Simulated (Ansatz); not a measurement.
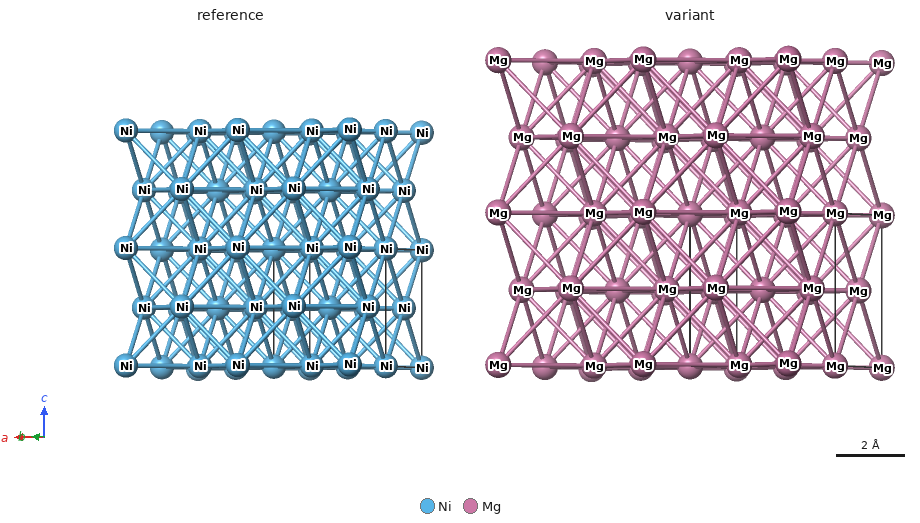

Left: solid Ni (set up in Fm-3m). Right: the same structure after one change, at the same scale. The picture is a ball-and-stick view of the conventional cell (4 times the calculation's cell), repeated 2 × 2 × 2 with one cell outlined, seen from a free direction. Lengths and directions refer to the drawn axes.

Theory: DFT PBEsol, scalar-relativistic, plane waves, PAW (Ansatz). Set-up: plane-wave cutoff 420 eV; occupations gaussian; smearing width 0.1 eV. The k-mesh is chosen for each cell (20×20×20, 16×16×16). Spin polarisation is switched on in some of the runs only.

Question: What distinguishes the right structure from the left one?

Answer: Every nickel atom is replaced by magnesium, which gives Mg. Cell and atoms are relaxed again (to zero pressure within 0.1 GPa, forces under 0.01 eV/Å).

Question: And its effect?

Answer: The volume per atom goes from 10.38 to 22.63 Å³. Cell: a = b = c 3.463 → 4.490 Å (+29.7 %). Volume +118.0 %. The space group stays Fm-3m (No. 225). The absolute magnetisation per cell goes from 0.71 to 0.00 μB (net moment 0.63 and 0.00 μB).
